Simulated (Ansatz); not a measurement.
PtS₂ (space group P-3m1, No. 164). Coordinates: a calculation's input that goes back to an entry of the Crystallography Open Database (an earlier step may have relaxed or displaced it).

```
Pt S
1.0
     3.55262    0.00000    0.00000
    -1.77631    3.07666    0.00000
     0.00000    0.00000    5.12283
Pt S
1 2
Direct
  0.00000 0.00000 0.00000
  0.33333 0.66667 0.23925
  0.66667 0.33333 0.76075
```

Bonds are taken as Pt–S below 2.7 Å; no other contact counts. The graph is simplified in the usual way: terminal and isolated atoms are pruned, two-connected atoms become edges.

Derive the underlying net.

The result is a binodal (3,6)-connected, two-periodic (layers) net: S is a 3-connected node; Pt is a 6-connected node, in the ratio 2:1. It is the kgd net, known from the layers of CdI2 (1T type). The layers lie parallel to (001).

| node | links | point symbol | coordination sequence |
| --- | --- | --- | --- |
| S | 3 | 4³ | 3 12 9 24 15 36 21 48 |
| Pt | 6 | 4⁶·6⁶·8³ | 6 6 18 12 30 18 42 24 |

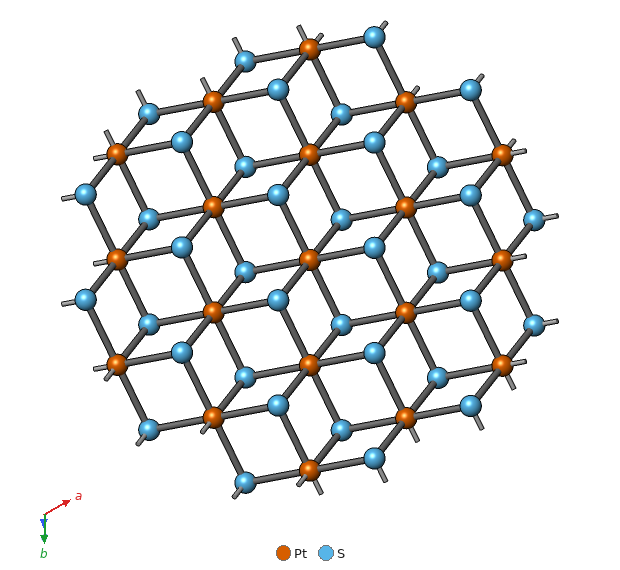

Nodes are coloured by topological kind. One layer is drawn. Short stubs are edges that leave the cut-out.
